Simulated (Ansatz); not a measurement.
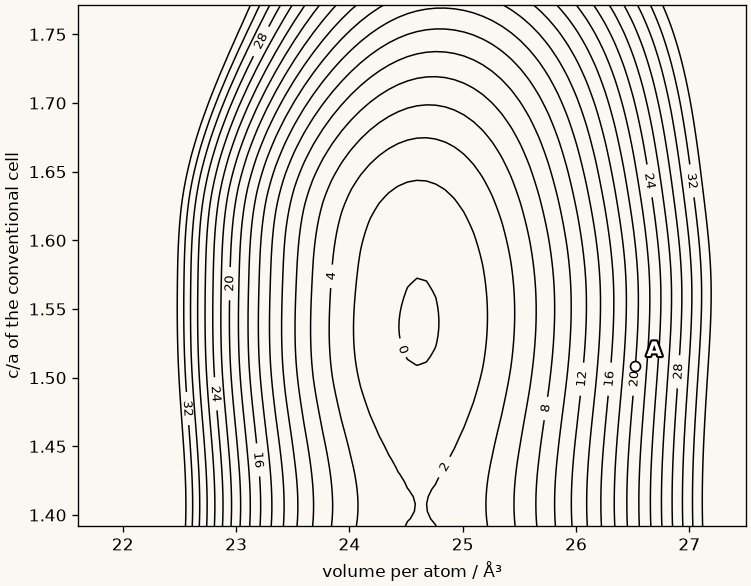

In (I4/mmm, No. 139; 1 atom in the cell). The energy is mapped over volume and the cell's shape. First axis: volume per atom. Second axis: c/a of the conventional cell. Nothing is relaxed (symmetry fixes all fractional coordinates). Grid: 7 × 7 points. Points are written as (first, second). Energies are in meV/atom, from the lowest grid point. Computed with Ansatz, DFT LDA, scalar-relativistic, plane waves, PAW. Settings: cutoff 420 eV, k-mesh 22×22×22, gaussian smearing 0.15 eV, no spin polarisation.

The picture shows contour lines labelled in meV/atom (none above 34), the point A. Between grid points the surface is interpolated.

> Is A at rest? If not, where is it pushed?

A, at (26.52 Å³, 1.508), is not a stationary point. The computed force is 19 meV/atom for each Å³ towards smaller values of volume per atom and 18 meV/atom for each unit towards larger values of c/a of the conventional cell.
